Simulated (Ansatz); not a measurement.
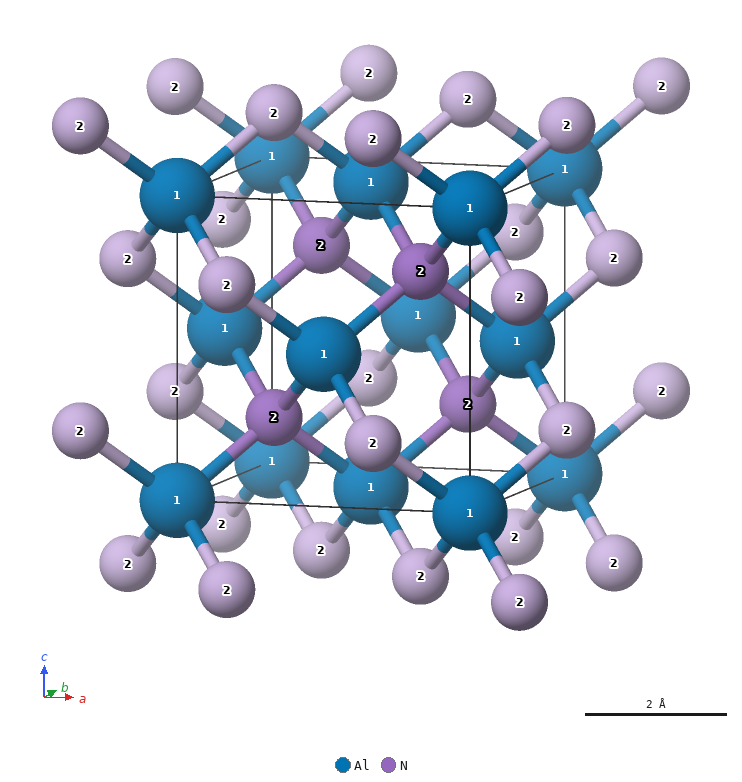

Fig. 1: The input geometry (ball-and-stick view of the cell 4 times as large as that of the calculation, set on its symmetry axes, seen slightly off an axis; neighbours outside the cell are drawn fainter; atoms are numbered from 1 in the order of the input). Near neighbours in the crystal (not all of them lie inside the picture): Al has 4 N at 1.89 Å; N has 4 Al at 1.89 Å.

**Run report: AlN, band-structure calculation**

The run: band-structure calculation of AlN (F-43m, 2 atoms in the cell). Method and program: DFT, r2SCAN, plane waves, PAW, no spin polarisation (Ansatz 0.2.0).

The structure derives from a Materials Project entry. The geometry comes from this level: r2SCAN. Figures and captions count atoms from 1; the log counts them from 0 in places.

### What the program printed
```
scf.n_extra_bands = 4 over 4 filled bands (N_el = 8.0): the run solves 8 bands
Engine: ansatz 0.2.0, x86_64-unknown-linux-gnu
Pseudopotentials: kind: paw
Pseudopotential: Al, paw, valence charge 3, recommended cutoff 500 eV (meta_gga), Al.paw.azcp
Pseudopotential: N, paw, valence charge 5, recommended cutoff 500 eV (meta_gga), N.paw.azcp
Functional definition: r2SCAN
  parameter k0 = 0.174
  parameter k1 = 0.065
  parameter a1 = 4.9479
  exchange = r2scan_x(k0 = k0, k1 = k1, a1 = a1)
  correlation = r2scan_c
Crystal: 2 atoms, lattice volume = 20.860 Å³
Basis set: ecut = 500 eV, 531 PW (Γ), exchange–correlation on 96×96×96 points (64 copies of the dense FFT grid, shifted against one another)
Bands: 8, of which v1, the nominal top of the filled ones, is band 4 counted from 1 (3 counted from 0)
Symmetry: 24 space group operations
Space group: F-43m (ITA 216), of the structure as read, at distance tolerance 2.8e-5 Å
k-points: 47 of 1000 (time reversal used)
Non-local potential: Al, projectors of the file, l = 0: 2, l = 1: 2, l = 2: 1
Non-local potential: N, projectors of the file, l = 0: 2, l = 1: 2, l = 2: 1
PAW form: soft (Blöchl's): semilocal exchange-correlation on the pseudo side does not see the compensation charge
PAW frozen core: Al, regenerated for the run's functional (the file was generated under x = pbe(κ = 0.804, μ = 0.2195149727645171), c = pbe(β = 0.06672455060314922))
PAW frozen core: N, regenerated for the run's functional (the file was generated under x = pbe(κ = 0.804, μ = 0.2195149727645171), c = pbe(β = 0.06672455060314922))
PAW one-centre angular grid: Al, 302 points (default); XC on 160 Gauss nodes
PAW one-centre angular grid: N, 302 points (default); XC on 160 Gauss nodes
Initial density: superposition of atomic densities (neutral atoms: chi_scale 0, normalization atom), corrected by the library's trained network
Initial wavefunctions: pseudopotential atomic-orbital guess
Functional: x = r2scan, c = r2scan; τ floored in thin density (d = 2e-4 eV/Å³)
SCF iter   1: F=—  HF=-928.366830 eV  |F-HF|=—  |Δ(HF+E_count)|=         —  Δρ=6.94e-3  dr2=1.08e-2  dr2_τ=1.56e-1  ethr=1.77e-3  ⟨swp⟩=4.9  Hψ=2499  notcnv=0  defer=20
preconditioner: auto → none  [insulator: Δε(μ)=3.972 eV  Ē_g=16.561 eV  n_scr=0 (ndim 8)  ℏωp=23.0 eV  f_vac=0.000  ε∞_Penn≈2.9]
SCF iter   2: F=—  HF=-928.437427 eV  |F-HF|=—  |Δ(HF+E_count)|=   7.06e-2  Δρ=4.59e-3  dr2=1.93e-3  dr2_τ=2.01e-4  ethr=1.35e-4  ⟨swp⟩=2.4  Hψ=1056  notcnv=0  defer=91
SCF iter   3: F=—  HF=-928.437226 eV  |F-HF|=—  |Δ(HF+E_count)|=   2.01e-4  Δρ=1.04e-3  dr2=1.50e-4  dr2_τ=3.60e-5  ethr=2.41e-5  ⟨swp⟩=2.0  Hψ=472  notcnv=0  defer=92
SCF iter   4: F=—  HF=-928.437203 eV  |F-HF|=—  |Δ(HF+E_count)|=   2.28e-5  Δρ=2.13e-4  dr2=1.03e-5  dr2_τ=5.67e-7  ethr=1.88e-6  ⟨swp⟩=2.9  Hψ=653  notcnv=0  defer=92
SCF iter   5: F=—  HF=-928.437201 eV  |F-HF|=—  |Δ(HF+E_count)|=   2.28e-6  Δρ=4.85e-5  dr2=5.74e-7  dr2_τ=4.65e-8  ethr=1.28e-7  ⟨swp⟩=2.5  Hψ=544  notcnv=0
SCF iter   6: F=-928.437201 eV  HF=-928.437201 eV  |F-HF|=3.26e-8  |Δ(HF+E_count)|=   1.23e-8  Δρ=1.72e-5  dr2=7.29e-8  dr2_τ=1.23e-9  ethr=1.25e-9  ⟨swp⟩=9.0  Hψ=2663  notcnv=0
SCF 1 converged in 6 iterations: F = -928.437201 eV  dr2 = 7.29e-8
  greatest PAW one-centre occupation: 0.794 electrons in one spin orbital (limit 2), on the N atom at site 1 (counted from 0), in its partial waves of l = 0
```

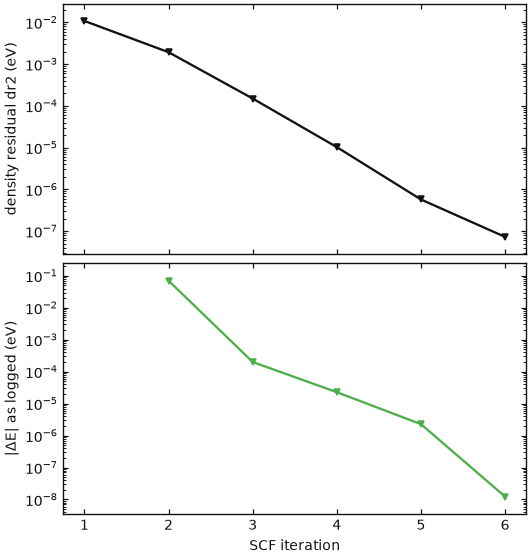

Fig. 2: Convergence of the self-consistent field: density residual dr2 and size of the energy change against the SCF iteration. The residual falls at every step.

```
NSCF: frozen V_eff on 7 k-points
SCF converged after 6 iterations
Free energy (F): -928.437201 eV
Harris-Foulkes:  -928.437201 eV  (|F-HF|=3.26e-8)
Internal energy: -928.437201 eV  (E = F + TS)
E sigma→0 (E₀):  -928.437201 eV
Fermi energy:    6.690861 eV
--- Per-component energies (eV) ---
  E_band       = 11.404831
  E_kinetic    = 160.461374
  E_local      = -223.562121  (includes V_loc(G=0)·N_el)
  E_nonlocal   = 54.312012
  E_hartree    = 78.218620
  E_xc         = -98.826608
  E_vxc        = -119.111157  (∫ρ·V_xc dr)
  E_paw        = -602.467125  (= ΣΔE_a)
  E_vpaw       = -23.521001  (= ΣTr[D̂ρ^β])
  E_aug_tail   = 0.000016  (compensation charges beyond the density's cutoff)
  E_vtau       = 6.392682  (kinetic-family band-sum trace: ∫τ·v_τ [+ j·A + Jᵃ·Aᵃ] dr)
  E_ewald      = -296.483696
  E_core_change = -0.089673  (= ΣΔE_core)
  E_smearing   = -0.000000  (= −TS)
  E_closure    = 0.000000  (closes the sum)
  Σ components = -928.437201   (vs F -928.437201, Δ=0.00e0)
--- Forces (eV/Å), atoms counted from 1 ---
  atom   1  Al    -0.00000000     0.00000000     0.00000000
  atom   2  N      0.00000000    -0.00000000    -0.00000000
  max |Σ_I F_I| component: 1.67e-16 eV/Å
--- Stress (GPa, compression-positive) ---
        0.003815       0.000000      -0.000000
       -0.000000       0.003815       0.000000
        0.000000       0.000000       0.003815
  P = ⅓ Tr σ = 0.0038 GPa (0.038 kbar)
--- Band table (eV; the first three rows and the last of 47) ---
  k-point 0: bands = ["-9.0461", "6.6909", "6.6909", "6.6909", "11.5329", "20.2125", "20.2125", "20.2125"]
  k-point 1: bands = ["-8.9000", "5.8881", "6.6386", "6.6386", "12.1957", "19.8310", "20.3519", "20.3519"]
  k-point 2: bands = ["-8.4860", "4.2645", "6.5081", "6.5081", "13.3673", "19.0346", "20.2407", "20.2407"]
  k-point 46: bands = ["-6.3729", "2.5929", "3.5618", "4.0821", "13.0676", "18.4746", "19.9812", "20.4206"]
```

### File bands.tsv
```
# k_distance	band_0	band_1	band_2	band_3	band_4	band_5	band_6	band_7
# fermi_ev = 6.690861
# lock_threshold_ev = 1e-6
# [0, 0, 0] at k_distance = 0.000000
# [-0.5, -0.5, 0] at k_distance = 1.437881
# [-0.375, -0.375, 0.25] at k_distance = 1.946249
# [-0.375, 0, 0.375] at k_distance = 2.826768
# [0, 0, 0.5] at k_distance = 3.707286
# [-0.5, -0.25, 0.25] at k_distance = 4.724022
# [0, 0.5, 0.5] at k_distance = 6.331622
# levels_relative_to = fermi_ev
# free_energy_ev = -928.437201
# largest_residual_norms_ev = 1.847e-4 3.602e-4 4.233e-4 4.911e-4 6.951e-4 3.099e-4 5.190e-4 1.046e-3
0.000000	-15.736929	0.000000	0.000000	0.000000	4.842072	13.521640	13.521640	13.521640
1.437881	-13.109140	-4.944386	-1.809966	-1.809966	3.941182	9.479249	15.159670	16.922978
1.946249	-13.129929	-4.278244	-3.649051	-1.396068	5.829169	11.004471	14.204713	15.171037
2.826768	-13.129929	-4.278244	-3.649051	-1.396068	5.829169	11.004471	14.204713	15.171037
3.707286	-13.734579	-5.890801	-0.488515	-0.488515	8.185060	10.804998	11.945347	11.945347
4.724022	-13.058867	-3.781794	-3.490489	-2.678060	6.712633	12.342350	12.861872	13.265466
6.331622	-13.109140	-4.944386	-1.809966	-1.809966	3.941182	9.479249	15.159670	16.922978
```

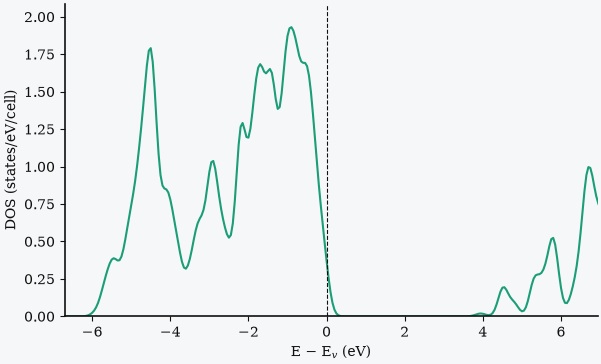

Fig. 3: Density of states (the curve is built from the levels of the k mesh with Gaussians 0.3 eV wide, which also blur the band edges), with energies from the valence-band top. There is a gap of 3.94 eV on the k-point mesh. Small ripples come from the finite k-point mesh.

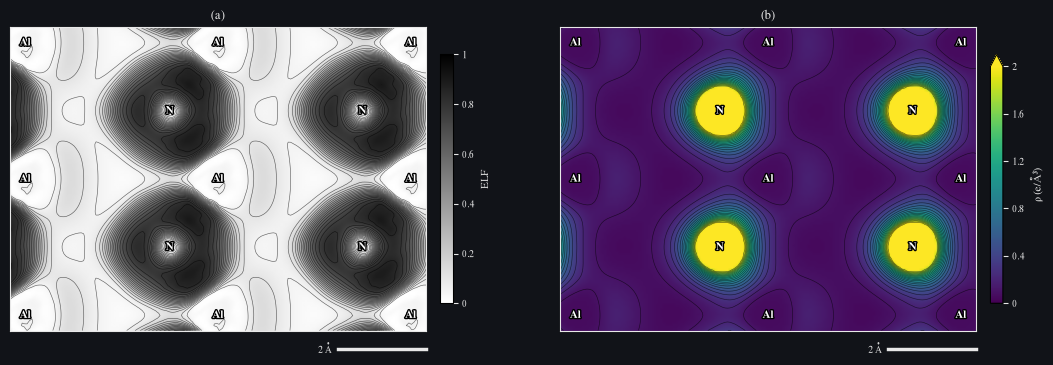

Fig. 4: (a) electron localisation function; (b) valence electron density on the (110) plane of the conventional cell. Atoms in the plane: Al and N. Away from the nuclei the density in this plane falls to 0.05 e/Å³ at its lowest. In a PAW calculation such maps are meaningful between the atoms, not at the nuclei.

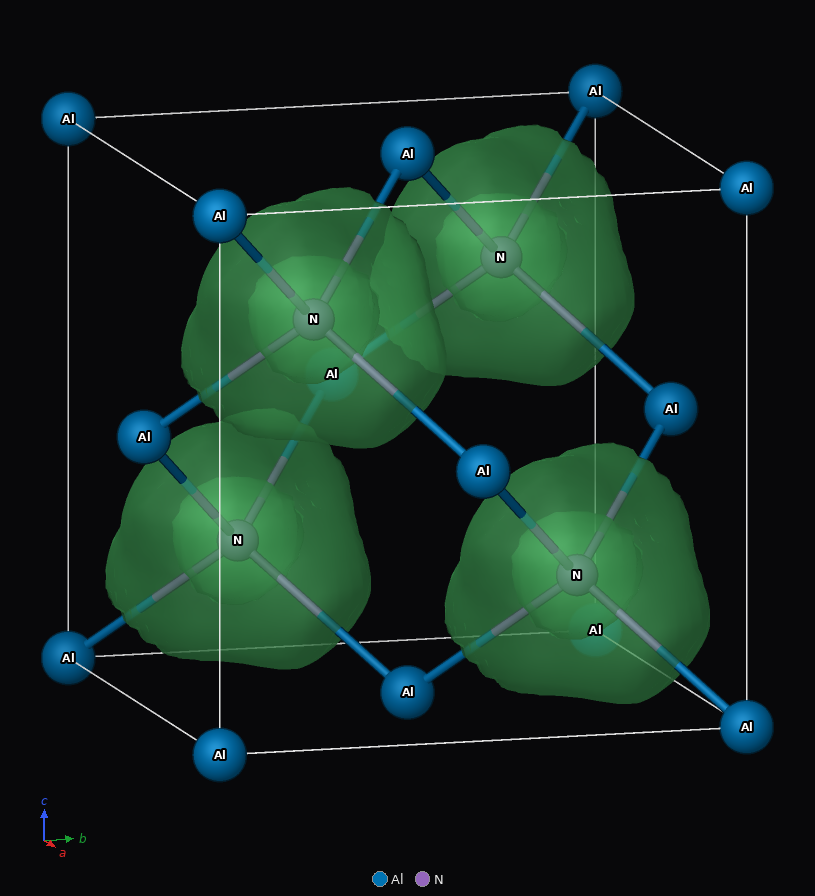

Fig. 5: Isosurface of the electron localisation function at 0.75 (green), seen slightly off an axis. Core shells and regions of very low density are left out. Sticks mark near contacts. The outline is the cell set on symmetry axes. Along the contacts the grid gives the following. Al–N (1.89 Å): the ELF is about 0.85 at the midpoint.

This output came from the following input.

### Input file
```yaml
crystal:
  lattice:
    - [0.0, 2.1848764832, 2.1848764832]
    - [2.1848764832, 0.0, 2.1848764832]
    - [2.1848764832, 2.1848764832, 0.0]
  atoms:
    - { symbol: Al, position: [0.0, 0.0, 0.0] }
    - { symbol: "N", position: [0.75, 0.75, 0.75] }
kpoints:
  mp_grid: { grid: [10, 10, 10] }
  band_path:
    path:
      - [0.0, 0.0, 0.0]
      - [-0.5, -0.5, 0.0]
      - [-0.375, -0.375, 0.25]
      - [-0.375, 0.0, 0.375]
      - [0.0, 0.0, 0.5]
      - [-0.5, -0.25, 0.25]
      - [0.0, 0.5, 0.5]
    npoints: 1
hamiltonian:
  xc: r2scan
scf:
  occupations: { method: fixed }
  n_extra_bands: 4
output:
  forces: true
  stress: true
  eigenvalues: true
  write_density: true
  write_potential: true
  elf: true
  volumetric_format: npy
```

Launched with:
```bash
ansatz run input.yaml --threads 2 --pin off --max-ram 2211MiB --backend cpu --events-out ev --progress --plain --runs-dir out
```

### Key numbers

- outcome: converged
- space group (tolerance 0.01 Å): F-43m (216)
- electrons treated: 8
- free energy: −928.4372 eV
- Fermi energy: 6.691 eV
- gap on the k-point mesh: 3.94 eV
- pressure: 0.00 GPa
- largest force (length of the vector): under 0.001 eV/Å
- hardware: 2 threads of Intel Xeon (Granite Rapids), 128 GiB of memory available, shared host
- wall time: 0.84 s (CPU time 1.5 s)
- peak memory: 0.36 GiB
